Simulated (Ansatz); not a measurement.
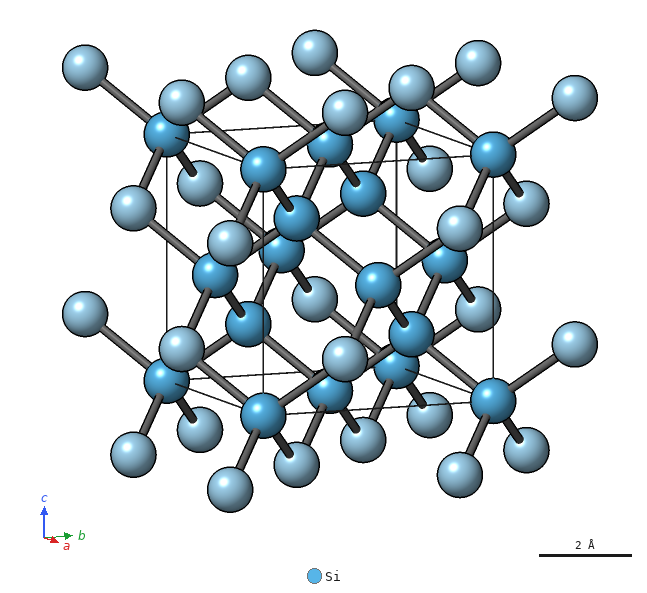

Crystal structure, ball-and-stick style, seen slightly off an axis. The edges of the conventional unit cell are marked. Bonded neighbours in the next cells are drawn too, in fainter colours.

Si, diamond, space group Fd-3m (No. 227), a = 5.444 Å, b = 5.444 Å, c = 5.444 Å, α = 90.00°, β = 90.00°, γ = 90.00°. The structure was taken from a structure listed in the Materials Project. Earlier steps of the study may have refined or changed the cell and positions. It went into a calculation with Ansatz.

This one geometry was computed with Ansatz (DFT, plane waves, PAW) at six levels of theory: PBE, r2SCANh, PBE0, LDA, dielectric-dependent PBE0 (fraction 1/eps_inf of PBE) and HSE06. It was relaxed beforehand with r2SCAN.

Which level gives the highest pressure at this volume, and what does that say about its equilibrium volume?

Answer. Highest: PBE (1.3 GPa) and dielectric-dependent PBE0 (fraction 1/eps_inf of PBE) (0.8 GPa), which points to the largest equilibrium volume. Lowest, with the smallest volume: LDA (-2.1 GPa). Levels within 0.5 GPa of each other can't be told apart.

How does the band gap change with the level of theory?

Answer. LDA: a gap of 0.48 eV, indirect; PBE: a gap of 0.59 eV, indirect; dielectric-dependent PBE0 (fraction 1/eps_inf of PBE): a gap of 0.94 eV, indirect; HSE06: a gap of 1.14 eV, indirect; r2SCANh: a gap of 1.20 eV, indirect; PBE0: a gap of 1.80 eV, indirect.

Collect the results in a table.

Answer.
| level | cutoff (eV) | k-mesh of the run's cell | gap (eV) | pressure (GPa) |
| --- | --- | --- | --- | --- |
| PBE | 420 | 8×8×8 | 0.59 | 1.3 |
| r2SCANh | 500 | 6×6×6 | 1.20 | -0.4 |
| PBE0 | 420 | 6×6×6 | 1.80 | -0.4 |
| LDA | 420 | 8×8×8 | 0.48 | -2.1 |
| dielectric-dependent PBE0 (fraction 1/eps_inf of PBE) | 420 | 6×6×6 | 0.94 | 0.8 |
| HSE06 | 420 | 6×6×6 | 1.14 | -0.2 |

Gaps are taken on the k-mesh or band path of each run.
